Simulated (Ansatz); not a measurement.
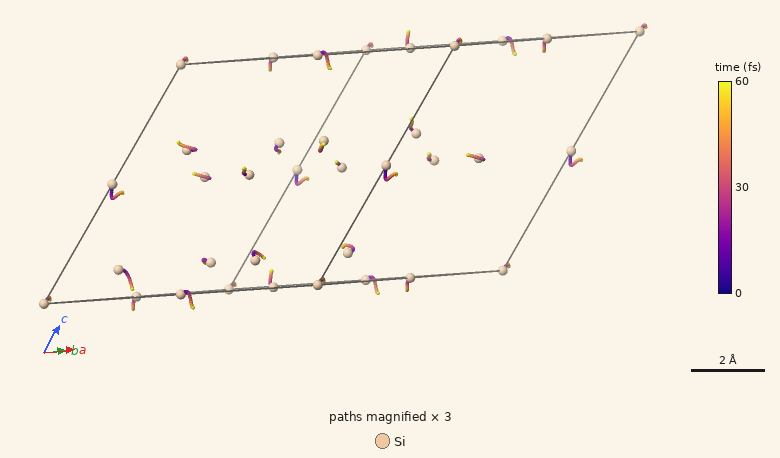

A Born-Oppenheimer molecular dynamics run of a 16-atom cell of Si (built on the database structure type), 60 fs long. Dots mark each atom's position at evenly spaced times, coloured by time; spheres stand at the starting positions. The excursions are magnified 3 times. Seen from a free direction in the reduced simulation cell.

All numbers below come from DFT, PBEsol, plane waves, PAW (Ansatz). Settings: plane-wave cutoff 420 eV; k-point mesh 2 × 2 × 2; Fermi-Dirac smearing 0.026 eV; constant energy (NVE); velocities drawn for 300 K; time step 3 fs.

Input file:
```yaml
crystal:
  lattice:
    - [0.0, 5.4442394761, 5.4442394761]
    - [5.4442394761, 0.0, 5.4442394761]
    - [5.4442394761, 5.4442394761, 0.0]
  atoms:
    - { symbol: Si, position: [0.125, 0.125, 0.125] }
    - { symbol: Si, position: [0.0, 0.0, 0.0] }
    - { symbol: Si, position: [0.125, 0.125, 0.625] }
    - { symbol: Si, position: [0.0, 0.0, 0.5] }
    - { symbol: Si, position: [0.125, 0.625, 0.125] }
    - { symbol: Si, position: [0.0, 0.5, 0.0] }
    - { symbol: Si, position: [0.125, 0.625, 0.625] }
    - { symbol: Si, position: [0.0, 0.5, 0.5] }
    - { symbol: Si, position: [0.625, 0.125, 0.125] }
    - { symbol: Si, position: [0.5, 0.0, 0.0] }
    - { symbol: Si, position: [0.625, 0.125, 0.625] }
    - { symbol: Si, position: [0.5, 0.0, 0.5] }
    - { symbol: Si, position: [0.625, 0.625, 0.125] }
    - { symbol: Si, position: [0.5, 0.5, 0.0] }
    - { symbol: Si, position: [0.625, 0.625, 0.625] }
    - { symbol: Si, position: [0.5, 0.5, 0.5] }
kpoints:
  mp_grid: { grid: [2, 2, 2] }
hamiltonian:
  xc: pbesol
scf:
  occupations: { method: fermi_dirac, width: 0.026 }
md:
  ensemble: nve
  temperature: 300
  timestep: 3.0
  n_steps: 20
  initial_velocities: maxwell_boltzmann
  seed: 6212
```

Command:
```bash
ansatz run input.yaml --threads 4 --pin off --max-ram 5529MiB --backend cpu --events-out ev --progress --plain --runs-dir out
```

### How do the atoms move?

In the second half of the run the atoms are, in the root-mean-square, this far from where they began (common drift taken out): Si 0.12 Å. The run lasts only 60 fs, too short to tell vibration from diffusion. The total energy stays between 0 and 0.36 meV per atom of its start. A straight-line fit has a slope that amounts to +0.11 meV per atom over 60 fs (0.5 % of the mean kinetic energy), and the ripple about it is 1.2 % of the kinetic energy's fluctuation. With a drift under 2 % and a ripple under 7 %, the integration is accurate.
